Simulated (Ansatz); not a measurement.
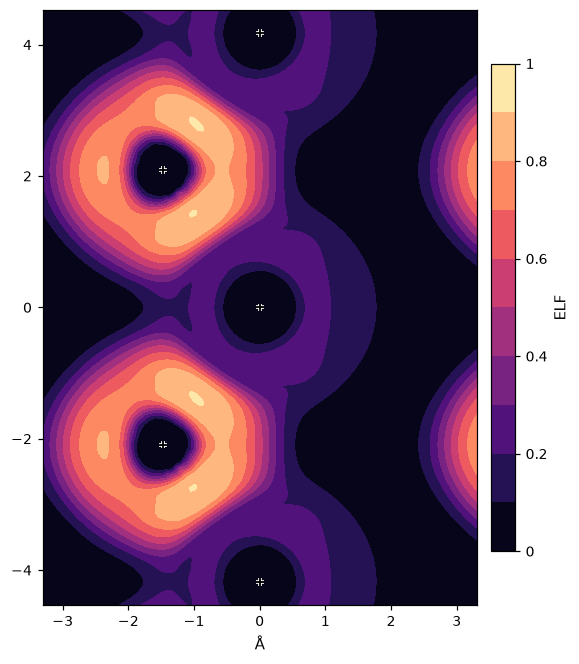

The electron localisation function on a plane through atoms (crosses mark nuclei in the plane).

Method: DFT r2SCAN, scalar-relativistic, plane waves, PAW (Ansatz 0.2.0).

Candidates:
A. Ta, a = 3.22 Å, b = 3.22 Å, c = 3.88 Å, α = 90.00°, β = 90.00°, γ = 90.00°. Space group I4/mmm; changed on purpose from its base cell (strain +0.080 along x and y, -0.080 along z, atoms carried along); computed pressure about −16 GPa in this cell; computed without spin polarisation.
B. Au, a = 2.63 Å, b = 2.63 Å, c = 2.63 Å, α = 90.00°, β = 90.00°, γ = 90.00°. Space group Pm-3m; a structure from a database of computed crystals, not necessarily the ambient phase; computed pressure about 16 GPa in this cell; computed without spin polarisation.
C. InP, a = 5.91 Å, b = 5.91 Å, c = 5.91 Å, α = 90.00°, β = 90.00°, γ = 90.00°. Space group F-43m.

Which system is this?

Answer. Candidate C: InP on the (011) plane of the conventional cell, which holds In and P. In–P (2.56 Å): the ELF peaks at about 0.90 in the valence shell of P, 0.8 Å from its nucleus, and is about 0.55 at the midpoint.
